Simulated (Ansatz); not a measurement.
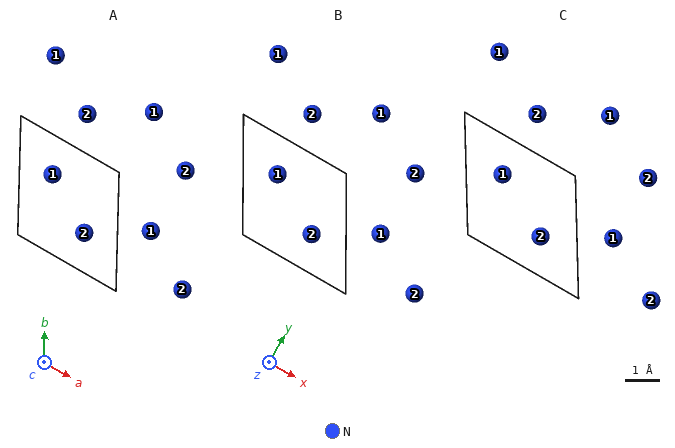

A scan of a crystal of N (P6_3/mmc) along one coordinate. x, y and z are the Cartesian axes of the input. Style: ball-and-stick. Shown: the cell of the calculation, repeated 2 × 2 × 1 with one cell outlined, along the c axis.

All numbers below come from DFT LDA, scalar-relativistic, plane waves, PAW (Ansatz). (plane-wave cutoff 420 eV; k-point mesh 12 × 12 × 6; occupations gaussian; smearing width 0.05 eV; collinear spin). Energies (free energies at the smearing named) are counted from the cell as listed in its source, which wasn't relaxed.

Question: Which coordinate changes from frame to frame?

Answer: The cell is strained along x alone, with the atoms kept at their fractional coordinates. In the frames the strain is −0.06 (A), −0.015 (B), 0.06 (C). Their energies are −3.30 meV/atom, −0.99 meV/atom, 4.38 meV/atom.

Limits of the set-up: layers or molecules are held without a dispersion correction, so their spacing is unreliable.
